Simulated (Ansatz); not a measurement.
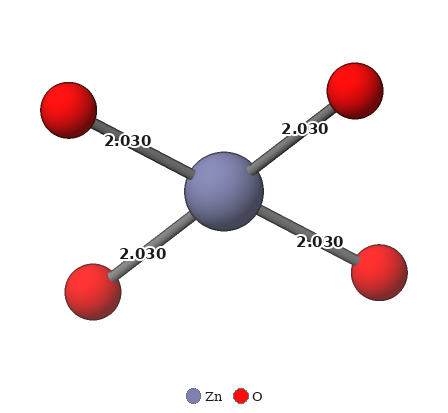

The surroundings of site Zn1 (at 0.000, 0.500, 0.000) in ZnO in space group P4_2/mmc, with bond lengths in Å.

Origin of the cell: the end point of a relaxation with DFT PBE, scalar-relativistic, plane waves, PAW (Ansatz 0.2.0); the starting structure was generated, so it need not be a known form of this composition.

```
Zn O
1.0
     3.02838    0.00000    0.00000
     0.00000    3.02838    0.00000
     0.00000    0.00000    5.40712
Zn O
2 2
Direct
  0.00000 0.50000 0.00000
  0.50000 0.00000 0.50000
  0.50000 0.50000 0.25000
  0.50000 0.50000 0.75000
```

Bond valence s = exp((R0 − d)/b), R0 fitted to published crystal structures with b = 0.37 Å; R0 in Å: Zn2+–O 1.689.

Question: Calculate the bond-valence sum of Zn1 from the bonds drawn.

Answer: 4 × 0.398 = 1.59 v.u., against a formal valence of 2: underbonded (bonds long for this ion) by 0.41.

Question: And over the whole structure?

Answer:
```csv
site,"x, y, z",formal valence,bond-valence sum,difference
Zn1,"0.000, 0.500, 0.000",+2,1.64,-0.36
O1,"0.500, 0.500, 0.250",−2,1.64,-0.36
```

These sums include all anions within 5 Å. The global instability index (root mean square of the differences over all atoms) is 0.36 v.u.: above 0.2, which by the usual rule of thumb marks a strained structure. Cells relaxed with PBE tend to have slightly long bonds, which lowers the sums.
